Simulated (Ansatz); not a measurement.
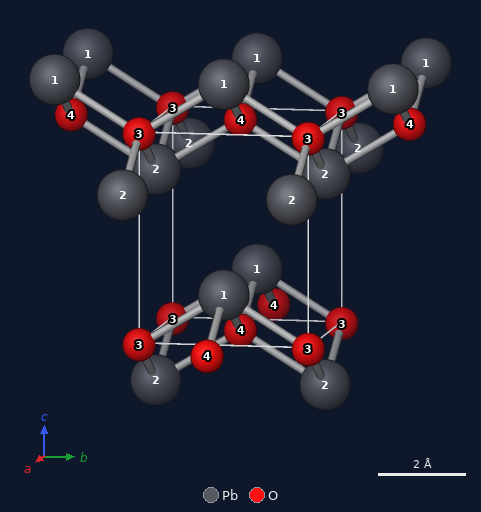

This is the input geometry for a relaxation of a crystal of PbO (set up in Pmmn). A ball-and-stick model of the cell of the calculation, seen slightly off an axis.

Case: uniaxial strain along a of +3.0 %; b, c and atoms relaxed.

These are results of DFT PBE+D3(BJ), scalar-relativistic, plane waves, PAW (Ansatz), not measurements.

Input file:
```yaml
crystal:
  lattice:
    - [4.1549679998, 0.0, 0.0]
    - [0.0, 4.003694893, 0.0]
    - [0.0, 0.0, 4.9575286104]
  atoms:
    - { symbol: Pb, position: [0.0, 0.5, 0.23767245] }
    - { symbol: Pb, position: [0.5, 0.0, 0.76232755] }
    - { symbol: O, position: [0.0, 0.0, -0.0086706732] }
    - { symbol: O, position: [0.5, 0.5, 0.0086706732] }
basis:
  ecutwfc: 420
kpoints:
  mp_grid: { grid: [8, 8, 6] }
hamiltonian:
  xc: pbe
  dispersion: d3bj
scf:
  occupations: { method: gaussian, width: 0.02 }
output:
  forces: true
  stress: true
  eigenvalues: true
relax:
  adjacent_minimum: "off"
  f_tol: 0.008
  max_steps: 40
  cell: { stress_tol: 0.015, fix: [a, angles] }
```

Run as
```bash
ansatz run input.yaml --threads 1 --pin off --max-ram 2560MiB --backend cpu --events-out ev --progress --plain --runs-dir out
```

What does the optimiser find from here?

The largest moves relative to the cell, 0.021 Å, are those of O3 and O4. O4 goes along +c. By element the largest moves are O 0.021 Å, Pb 0.001 Å. The drawn cell changes as follows: a unchanged at 4.155 Å, b 4.004 → 3.920 Å (−2.1 %), c 4.958 → 4.987 Å (+0.6 %); the volume changes by −1.5 %. Some distances before and after: Pb1–O3 2.345 → 2.324 Å, Pb1–O4 2.367 → 2.360 Å. Bond angles that change, for instance: Pb2–O4–Pb2 117.2° → 115.0°, O3–Pb1–O3 117.2° → 115.0°. The space group stays Pmmn (No. 59). Over 6 accepted moves (8 points after the start) the energy falls by 1.9 meV per atom. Largest force component: 0.12 eV/Å at the start, 0.00067 eV/Å at the end. The pressure goes from −1.29 to −0.03 GPa. The SCF was repeated twice at an unchanged geometry on a basis and grid sized afresh for the cell, which shifted the energy by 0.4 meV per atom at most.

The end point in the same view:

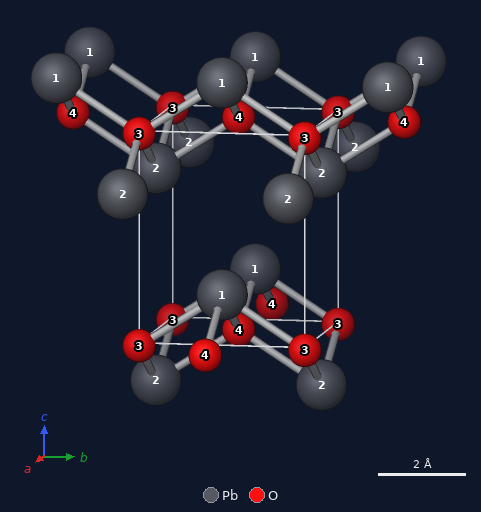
